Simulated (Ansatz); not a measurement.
Consider Na.

```yaml
crystal:
  lattice:
    - [5.77212, 0.00000, 0.00000]
    - [-2.88606, 4.99880, 0.00000]
    - [0.00000, 0.00000, 3.41455]
  atoms:
    - { symbol: Na, position: [0.00000, 0.00000, 0.00000] }
    - { symbol: Na, position: [0.33333, 0.66667, 0.50000] }
    - { symbol: Na, position: [0.66667, 0.33333, 0.50000] }
```

Space group P6/mmm; set up as Na, omega (AlB2-type); a generated structure, not necessarily the stable one; changed on purpose from its base cell (volume × 0.88); computed without spin polarisation.

These are results of DFT, PBE, plane waves (420 eV) with PAW, scalar-relativistic (Ansatz 0.2.0), not measurements.

Predict the valence pseudo-density and electron localisation function between the atoms.

Na–Na (3.33 Å): ρ is about 0.04 e/Å³ halfway; the ELF is about 0.25 at the midpoint: no localised pair shows between them.

Does the calculation give a band gap?

It is gapless in this calculation (a metal or semimetal).

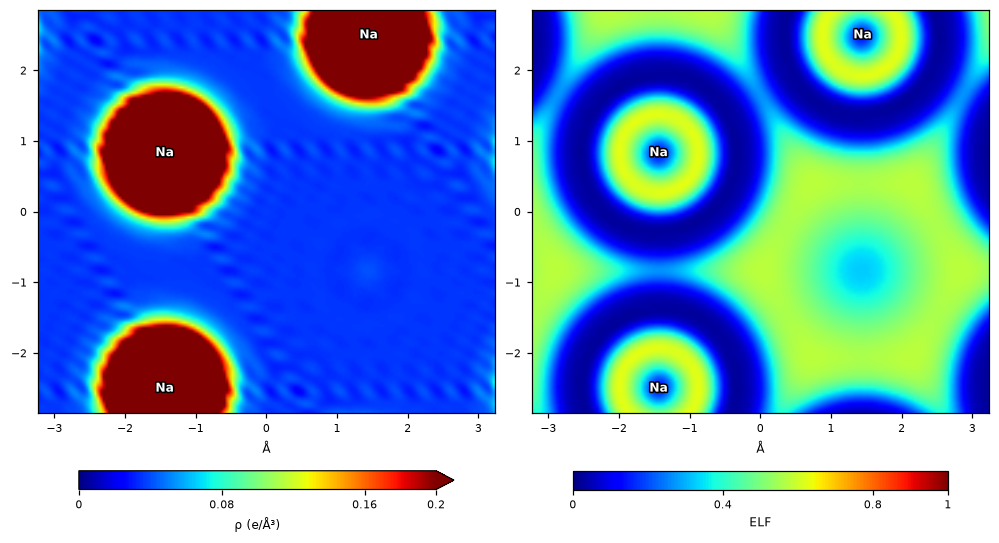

Computed valence pseudo-density and electron localisation function on the (001) plane of the conventional cell, in this order. 
